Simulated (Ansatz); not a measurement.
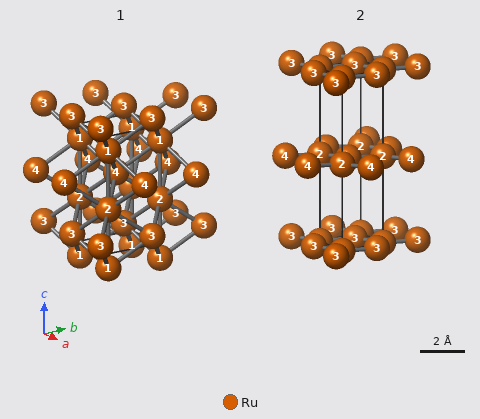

Two geometries of a crystal of Ru (built on the C_186 type) (coarse preliminary run), drawn at one scale. One is the start of a relaxation, the other its converged end. A ball-and-stick model of the cell of the calculation, seen slightly off an axis.

These are results of Ansatz 0.2.0, DFT PBE, scalar-relativistic, plane waves, PAW, not measurements. (plane-wave cutoff 420 eV; k-point mesh 6 × 6 × 2; occupations gaussian; smearing width 0.1 eV; no spin polarisation; cell and atoms relaxed; force threshold 0.04 eV/Å; at most 70 steps)

Question: Which one is relaxed?

Answer: Structure 1 is the relaxed one. Case: C type (P6_3mc, No. 186). After 18 accepted moves (20 points after the start) the energy has fallen by 16046 meV per atom. The largest force component goes from 4.2 to 0.0023 eV/Å. Pressure: 469.23 GPa at the start and −0.05 GPa at the end. The SCF was repeated twice at an unchanged geometry on a basis and grid sized afresh for the cell, which shifted the energy by 71.5 meV per atom at most. The largest moves relative to the cell, 0.67 Å, are those of Ru1, Ru2, Ru3 and Ru4. Ru3 goes along +c. The drawn cell changes as follows: a = b 2.917 → 3.705 Å (+27.0 %), c 8.018 → 5.439 Å (−32.2 %); the volume changes by +9.5 %. Near-neighbour distances that change, for instance: Ru1–Ru4 4.311 → 2.532 Å, Ru1–Ru2 4.009 → 2.720 Å, Ru1–Ru3 1.684 → 2.538 Å, Ru1–Ru1 2.917 → 3.705 Å. New bonds form: Ru1–Ru2 (4.01 → 2.72 Å), Ru1–Ru4 (4.31 → 2.53 Å), Ru2–Ru3 (4.31 → 2.53 Å). Among the angles between lasting bonds that change: Ru3–Ru1–Ru3 119.9° → 93.8°. The space group stays P6_3mc (No. 186).

Limits of the set-up: the k-point mesh is coarse for a cell with partly filled bands.
